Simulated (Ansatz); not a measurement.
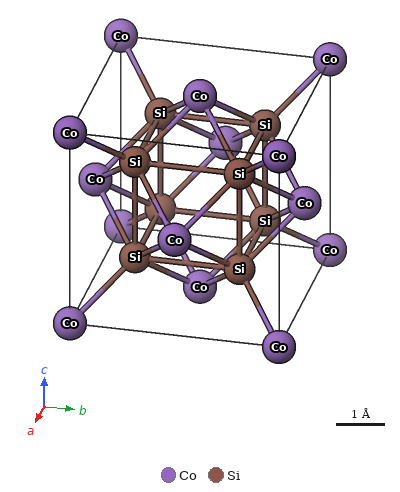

**Figure 1.** The structure as given in the input (ball-and-stick view of the cell 4 times as large as that of the calculation, set on its symmetry axes, seen at an oblique angle). An atom can appear more than once, as a periodic image.

CoSi2: single-point calculation

The run: single-point calculation of CoSi2 (Fm-3m, 3 atoms in the cell). Method and program: DFT, PBEsol, PAW with other files of Ansatz's library (core large), scalar-relativistic, no spin polarisation (Ansatz 0.2.0).

Its volume is 0.62 times that of the source entry. It belongs to a series of runs on one base structure; here: volume scaled by 0.62, PAW files, core large.

Log:
```
Warning: of Co, Si the run reads no dataset of the core that `hamiltonian.pseudopotentials.core` asks for: this build lists none beside the file that it uses, or the input names that file
Engine: ansatz 0.2.0, aarch64-unknown-linux-gnu
Pseudopotentials: kind: paw
Pseudopotential: Co, paw, valence charge 17, recommended cutoff 420 eV (normal), Co.paw.azcp
Pseudopotential: Si, paw, valence charge 4, recommended cutoff 420 eV (normal), Si.paw.azcp
Functional definition: PBEsol
  exchange = pbesol_x
  correlation = pbesol_c
Crystal: 3 atoms, lattice volume = 23.239 Å³
Basis set: ecut = 420 eV, 459 PW (Γ), exchange–correlation on 48×48×48 points (8 copies of the dense FFT grid, shifted against one another)
Bands: 17, of which v1, the nominal top of the filled ones, is band 13 counted from 1 (12 counted from 0)
Symmetry: 48 space group operations
Space group: Fm-3m (ITA 225), of the structure as read, at distance tolerance 2.9e-5 Å
k-points: 56 of 1331
Non-local potential: Co, projectors of the file, l = 0: 3, l = 1: 2, l = 2: 3, l = 3: 1
Non-local potential: Si, projectors of the file, l = 0: 2, l = 1: 2, l = 2: 2
PAW form: soft (Blöchl's): semilocal exchange-correlation on the pseudo side does not see the compensation charge
PAW frozen core: Co, regenerated for the run's functional, and the local potential with it (the file was generated under x = pbe(κ = 0.804, μ = 0.2195149727645171), c = pbe(β = 0.06672455060314922))
PAW frozen core: Si, regenerated for the run's functional, and the local potential with it (the file was generated under x = pbe(κ = 0.804, μ = 0.2195149727645171), c = pbe(β = 0.06672455060314922))
PAW one-centre angular grid: Co, 590 points (default); XC on 64 Gauss nodes
PAW one-centre angular grid: Si, 110 points (default); XC on 64 Gauss nodes
Initial density: superposition of atomic densities (neutral atoms: chi_scale 0, normalization atom), corrected by the library's trained network
Initial wavefunctions: pseudopotential atomic-orbital guess
Functional: x = pbesol(κ = 0.804, μ = 0.12345679012345678), c = pbesol(β = 0.046)
SCF iter   1: F=—  HF=-6330.215634 eV  |F-HF|=—  |Δ(HF+E_count)|=         —  Δρ=2.90e-2  dr2=1.12e-1  ethr=1.77e-3  ⟨swp⟩=5.7  Hψ=5132  notcnv=0
preconditioner: auto → none  [metal: Δε(μ)=0.212 eV  Ē_g=12.343 eV  σ=0.100 eV  W_gap=0.43  n_scr=8 (ndim 8)  ℏωp=31.8 eV  f_vac=0.000  D(μ)=0.43/eV (n_scr^D=0)  sad-step TF]
SCF iter   2: F=—  HF=-6330.204958 eV  |F-HF|=—  |Δ(HF+E_count)|=   1.07e-2  Δρ=1.53e-2  dr2=3.68e-2  ethr=4.46e-4  ⟨swp⟩=2.0  Hψ=1574  notcnv=0  defer=3
SCF iter   3: F=—  HF=-6330.197827 eV  |F-HF|=—  |Δ(HF+E_count)|=   7.13e-3  Δρ=2.92e-3  dr2=1.20e-3  ethr=1.47e-4  ⟨swp⟩=1.1  Hψ=961  notcnv=0  defer=3
SCF iter   4: F=—  HF=-6330.197730 eV  |F-HF|=—  |Δ(HF+E_count)|=   9.67e-5  Δρ=9.17e-4  dr2=6.23e-5  ethr=4.79e-6  ⟨swp⟩=2.4  Hψ=1576  notcnv=0  defer=3
SCF iter   5: F=—  HF=-6330.197744 eV  |F-HF|=—  |Δ(HF+E_count)|=   1.31e-5  Δρ=1.31e-4  dr2=1.74e-6  ethr=2.49e-7  ⟨swp⟩=2.1  Hψ=1585  notcnv=0  defer=3
SCF iter   6: F=-6330.197744 eV  HF=-6330.197744 eV  |F-HF|=5.27e-10  |Δ(HF+E_count)|=   8.77e-8  Δρ=1.27e-5  dr2=2.41e-8  ethr=4.00e-10  ⟨swp⟩=8.9  Hψ=7345  notcnv=0
SCF 1 converged in 6 iterations: F = -6330.197744 eV  dr2 = 2.41e-8
  greatest PAW one-centre occupation: 1.003 electrons in one spin orbital (limit 2), on the Co atom at site 0 (counted from 0), in its partial waves of l = 1
SCF converged after 6 iterations
Free energy (F): -6330.197744 eV
Harris-Foulkes:  -6330.197744 eV  (|F-HF|=5.27e-10)
Internal energy: -6330.181782 eV  (E = F + TS)
E sigma→0 (E₀):  -6330.189763 eV
Entropy (-TS):   -0.015962 eV (-5.321 meV/atom)
Fermi energy:    23.014818 eV
--- Per-component energies (eV) ---
  E_band       = -78.307656
  E_kinetic    = 602.736429
  E_local      = -3508.092821  (includes V_loc(G=0)·N_el)
  E_nonlocal   = 530.921166
  E_hartree    = 1575.312772
  E_xc         = -290.688554
  E_vxc        = -328.765442  (∫ρ·V_xc dr)
  E_paw        = -2499.345566  (= ΣΔE_a)
  E_vpaw       = -525.744445  (= ΣTr[D̂ρ^β])
  E_aug_tail   = 0.000063  (compensation charges beyond the density's cutoff)
  E_ewald      = -2741.276812
  E_core_change = 0.251541  (= ΣΔE_core)
  E_smearing   = -0.015962  (= −TS)
  E_closure    = 0.000000  (closes the sum)
  Σ components = -6330.197744   (vs F -6330.197744, Δ=0.00e0)
--- Forces (eV/Å), atoms counted from 1 ---
  atom   1  Co    -0.00000000     0.00000000     0.00000000
  atom   2  Si    -0.00000000     0.00000000    -0.00000000
  atom   3  Si    -0.00000000    -0.00000000     0.00000000
  max |Σ_I F_I| component: 1.11e-16 eV/Å
--- Stress (GPa, compression-positive) ---
      255.704676       0.000000       0.000000
        0.000000     255.704676       0.000000
        0.000000      -0.000000     255.704676
  P = ⅓ Tr σ = 255.7047 GPa (2557.047 kbar)
--- Band table (eV; the first three rows and the last of 56) ---
  k-point 0: bands = ["-72.7272", "-36.3678", "-36.3678", "-36.3678", "5.3393", "15.9186", "15.9186", "15.9186", "18.4932", "18.4932", "26.1826", "26.1826", "26.1826", "28.9029", "28.9029", "28.9029", "30.2472"]
  k-point 1: bands = ["-72.7273", "-36.3699", "-36.3680", "-36.3680", "5.5233", "15.7311", "15.9852", "15.9852", "18.4346", "18.4346", "24.7384", "25.9811", "25.9811", "29.1201", "29.2566", "29.2566", "30.5367"]
  k-point 2: bands = ["-72.7277", "-36.3755", "-36.3686", "-36.3686", "6.0684", "15.1598", "16.1455", "16.1455", "18.3420", "18.3420", "22.5869", "25.3743", "25.3743", "28.7548", "29.2138", "29.2138", "30.4155"]
  k-point 55: bands = ["-72.7291", "-36.3863", "-36.3842", "-36.3752", "12.4174", "12.6752", "13.2540", "14.9858", "18.5548", "18.5849", "19.2117", "19.8536", "21.5442", "28.0612", "29.2262", "29.8552", "31.7707"]
```

File rho_z.tsv:
```
# z_ang	rho[e/angstrom^3]
# format = ansatz-planar-average/11
# lattice	0.000000000	2.264968883	2.264968883
# lattice	2.264968883	0.000000000	2.264968883
# lattice	2.264968883	2.264968883	0.000000000
# sites	3
# site	27	0.000000000	0.000000000	0.000000000
# site	14	1.132484442	1.132484442	1.132484442
# site	14	3.397453325	3.397453325	3.397453325
0.000000	2.952781e0
0.133465	2.720243e0
0.266929	2.163145e0
0.400394	1.558340e0
0.533858	1.088484e0
0.667323	7.857596e-1
0.800787	6.088772e-1
0.934252	5.109434e-1
1.067717	4.613817e-1
1.201181	4.412341e-1
1.334646	4.365517e-1
1.468110	4.381568e-1
1.601575	4.396957e-1
1.735039	4.381568e-1
1.868504	4.365517e-1
2.001969	4.412341e-1
2.135433	4.613817e-1
2.268898	5.109434e-1
2.402362	6.088772e-1
2.535827	7.857596e-1
2.669291	1.088484e0
2.802756	1.558340e0
2.936221	2.163145e0
3.069685	2.720243e0
```

File v_z.tsv:
```
# z_ang	v_es[eV]	v_tot[eV]
# format = ansatz-planar-average/11
# xc	pbesol
# density_cutoff_ev	1680
# datasets	Co=:simpson_from_first_knot:soft:shift=-648408	Si=:simpson_from_first_knot:soft:shift=-540422
# lattice	0.000000000	2.264968883	2.264968883
# lattice	2.264968883	0.000000000	2.264968883
# lattice	2.264968883	2.264968883	0.000000000
# sites	3
# site	27	0.000000000	0.000000000	0.000000000
# site	14	1.132484442	1.132484442	1.132484442
# site	14	3.397453325	3.397453325	3.397453325
0.000000	6.488327e-1	-1.569025e1
0.133465	6.513803e-1	-1.562458e1
0.266929	7.261442e-1	-1.534825e1
0.400394	1.104492e0	-1.461431e1
0.533858	1.992785e0	-1.324702e1
0.667323	3.390927e0	-1.131913e1
0.800787	5.169106e0	-9.015962e0
0.934252	7.098200e0	-6.600848e0
1.067717	8.941600e0	-4.324792e0
1.201181	1.056296e1	-2.306151e0
1.334646	1.193550e1	-5.940992e-1
1.468110	1.291377e1	5.918064e-1
1.601575	1.326823e1	1.007921e0
1.735039	1.291377e1	5.918064e-1
1.868504	1.193550e1	-5.940992e-1
2.001969	1.056296e1	-2.306151e0
2.135433	8.941600e0	-4.324792e0
2.268898	7.098200e0	-6.600848e0
2.402362	5.169106e0	-9.015962e0
2.535827	3.390927e0	-1.131913e1
2.669291	1.992785e0	-1.324702e1
2.802756	1.104492e0	-1.461431e1
2.936221	7.261442e-1	-1.534825e1
3.069685	6.513803e-1	-1.562458e1
```

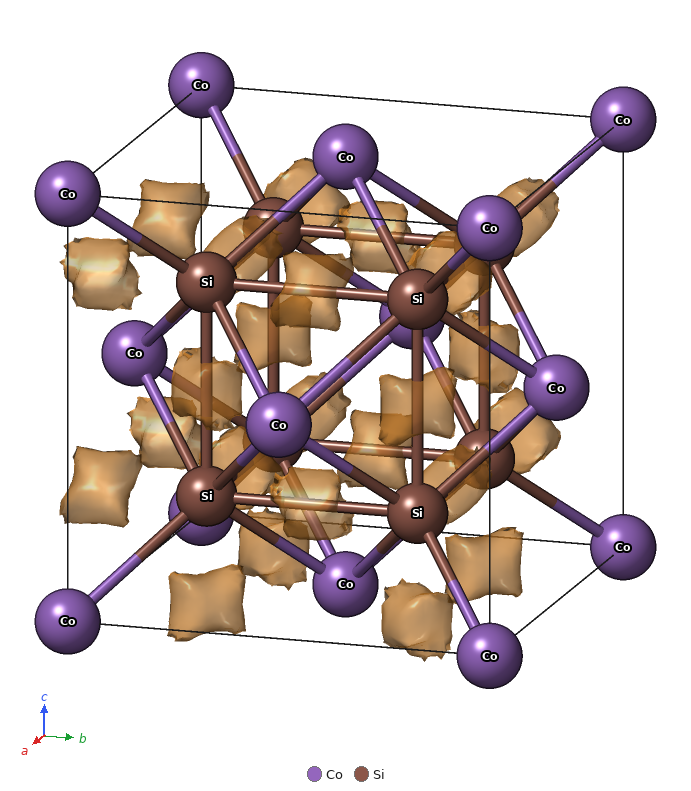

**Figure 2.** Isosurface of the ELF at 0.65 (orange), seen slightly off an axis. Core shells and regions of very low density are left out. Sticks mark near contacts. The outline is the cell set on symmetry axes. Profiles from the grid: Co–Si (1.96 Å): the ELF is about 0.40 at the midpoint. Si–Si (2.26 Å): the ELF peaks at about 0.70 between the atoms. Core electrons are frozen (PAW), so the fields are smoothed inside the atomic spheres.

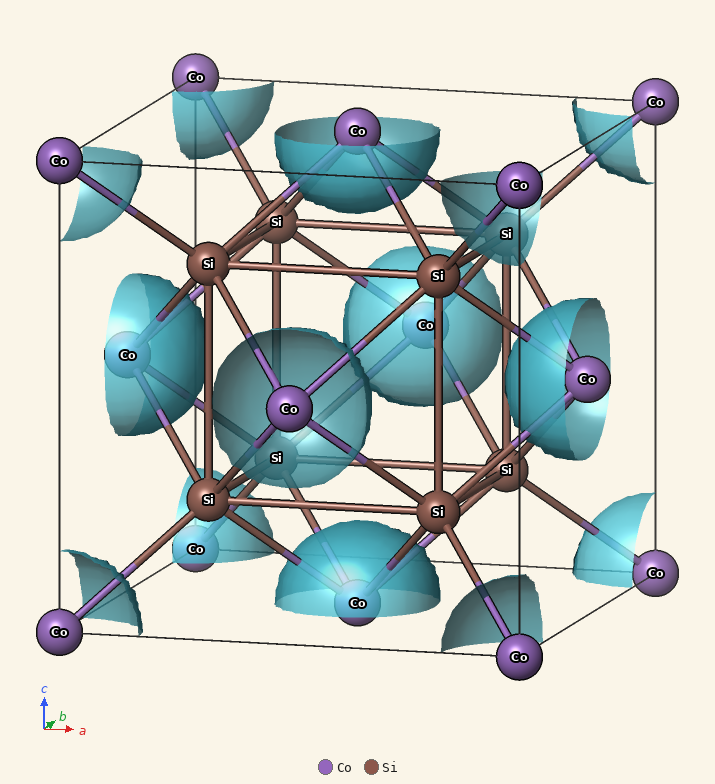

**Figure 3.** Isosurface of the valence electron density at 1.5 e/Å³ (cyan), seen slightly off an axis. Sticks mark near contacts. The outline is the cell set on symmetry axes. At this value the density breaks into separate islands; it holds about 55 % of the electrons treated as valence (semicore included). It is pinched off along the Co–Si (1.96 Å) and Si–Si (2.26 Å) contacts. On the grid the lowest density along these lines, outside the cores, is 0.72 e/Å³ (Co–Si, 1.96 Å) and 0.59 e/Å³ (Si–Si, 2.26 Å).

The run was set up as follows.

The input:
```yaml
crystal:
  lattice:
    - [0.0, 2.2649688832, 2.2649688832]
    - [2.2649688832, 0.0, 2.2649688832]
    - [2.2649688832, 2.2649688832, 0.0]
  atoms:
    - { symbol: Co, position: [0.0, 0.0, 0.0] }
    - { symbol: Si, position: [0.25, 0.25, 0.25] }
    - { symbol: Si, position: [0.75, 0.75, 0.75] }
kpoints:
  mp_grid: { grid: [11, 11, 11] }
scf:
  occupations: { method: fermi_dirac, width: 0.1 }
hamiltonian:
  xc: pbesol
  pseudopotentials: { kind: paw, core: large }
output:
  forces: true
  stress: true
  eigenvalues: true
  write_density: true
  write_potential: true
  elf: true
  volumetric_format: npy
```

Command:
```bash
ansatz run input.yaml --threads 1 --pin off --max-ram 3072MiB --backend cpu --events-out ev --progress --plain --runs-dir out
```

Results in brief:

```csv
quantity,value
outcome,converged
space group (tolerance 0.01 Å),Fm-3m (225)
electrons treated,25
free energy,−6330.1977 eV
Fermi energy,23.015 eV
pressure,255.70 GPa
largest force (length of the vector),under 0.001 eV/Å
hardware,"1 thread of Arm Neoverse V1, 24 GiB of memory available, shared host"
wall time,2.6 s
peak memory,0.3 GiB
```

Remarks:

The run has no spin polarisation, so a magnetic state may lie lower. The cell is under a pressure of 256 GPa at this level, so it is not at its equilibrium volume.
